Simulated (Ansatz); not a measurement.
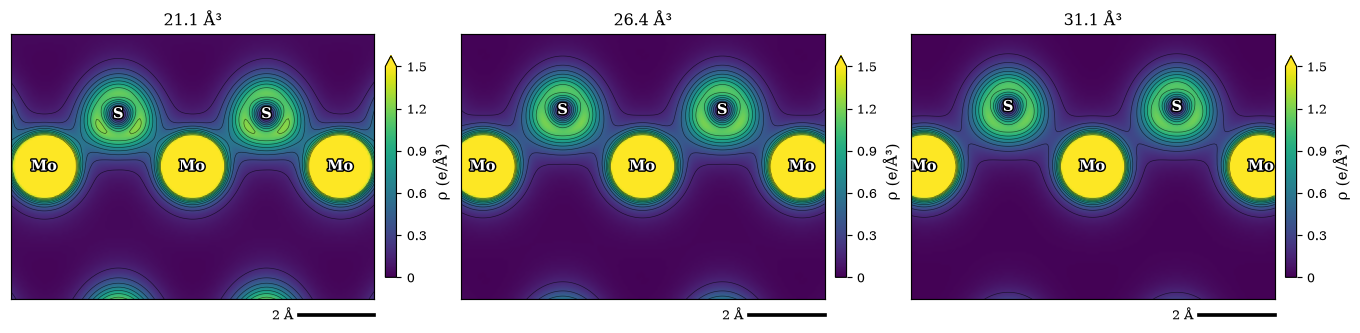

MoS. The valence electron density of cells scaled evenly to different volumes (given per atom above each panel), on the (11̄0) plane of each (indices in the axes of the cell below), at one length scale and on one colour scale.

Started from the zinc blende prototype, which need not be the ambient phase; Hubbard U of 4.38 eV on Mo d only; spin-polarised.

All numbers below come from DFT PBE+U, scalar-relativistic, plane waves, PAW (Ansatz 0.2.0).

Core electrons are frozen (PAW), and the valence fields are smoothed inside the atomic spheres.

The largest cell:

```yaml
crystal:
  lattice:
    - [0.00000, 3.14437, 3.14437]
    - [3.14437, 0.00000, 3.14437]
    - [3.14437, 3.14437, 0.00000]
  atoms:
    - { symbol: Mo, position: [0.00000, 0.00000, 0.00000] }
    - { symbol: S, position: [0.25000, 0.25000, 0.25000] }
```

| volume (Å³/atom) | Mo–S contact in the plane (Å) | ρ at its midpoint (e/Å³) | pressure (GPa) | largest moment (μB) | 
| --- | --- | --- | --- | --- |
| 21.08 | 2.392 | 0.581 | 21.4 | 2.61 | 
| 26.35 | 2.577 | 0.416 | 0.0 | 2.98 | 
| 28.98 | 2.660 | ? | ? | ? | 
| 31.09 | 2.723 | 0.322 | −6.2 | 3.26 | 

### What values belong in the row with question marks?

Over the known rows ln ρ falls by 1.78 per Å of Mo–S distance (a least-squares line), which gives 0.360 e/Å³ at 2.660 Å; the calculation gives 0.359 e/Å³. For the pressure, a straight line in volume between the neighbouring rows gives −3.4 GPa; the calculation gives −4.2, lower because pressure rises ever faster on compression. For the largest moment, a straight line in volume between the neighbouring rows gives 3.14 μB; the calculation gives 3.14.
